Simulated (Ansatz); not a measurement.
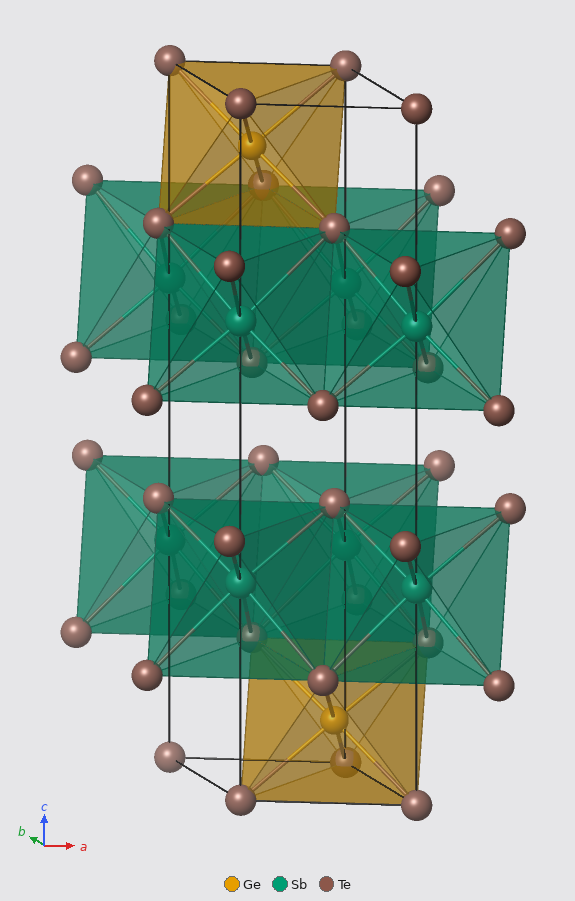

Drawn in the polyhedral manner and seen slightly off an axis. The conventional unit cell is outlined; an atom on or near a face, edge or corner is repeated at each equivalent position. Some atoms of the next cells are drawn as well.

Ge$_{2}$Sb$_{2}$Te$_{5}$, space group P-3m1 (No. 164), a = 4.243 Å, b = 4.243 Å, c = 17.318 Å, α = 90.00°, β = 90.00°, γ = 120.00°. Origin of the cell: a structure listed in the Materials Project. Earlier steps of the study may have refined or changed the cell and positions. It was run through Ansatz as a DFT input.

This one geometry was computed with Ansatz (DFT, plane waves, PAW) at six levels of theory: PBE0, r2SCAN, LC-wPBE, HSE06, PBE with spin-orbit coupling and PBE.

Which level gives the highest pressure at this volume, and what does that say about its equilibrium volume?

Answer. Highest: PBE with spin-orbit coupling (1.8 GPa) and PBE (1.7 GPa), which points to the largest equilibrium volume. Lowest, with the smallest volume: LC-wPBE (-1.6 GPa). Levels within 0.5 GPa of each other can't be told apart.

How does the band gap change with the level of theory?

Answer. PBE with spin-orbit coupling: a gap of 0.15 eV, direct; r2SCAN: a gap of 0.39 eV, direct; PBE: a gap of 0.41 eV, indirect; HSE06: a gap of 0.61 eV, indirect; PBE0: a gap of 1.04 eV, indirect; LC-wPBE: a gap of 3.66 eV, direct.

Collect the results in a table.

Answer.
| level | cutoff (eV) | k-mesh of the run's cell | gap (eV) | pressure (GPa) |
| --- | --- | --- | --- | --- |
| PBE0 | 420 | 6×6×2 | 1.04 | 0.2 |
| r2SCAN | 500 | 12×12×2 | 0.39 | 0.9 |
| LC-wPBE | 420 | 6×6×2 | 3.66 | -1.6 |
| HSE06 | 420 | 6×6×2 | 0.61 | 0.1 |
| PBE with spin-orbit coupling | 420 | 12×12×2 | 0.15 | 1.8 |
| PBE | 420 | 12×12×2 | 0.41 | 1.7 |

Gaps are taken on the k-mesh or band path of each run.
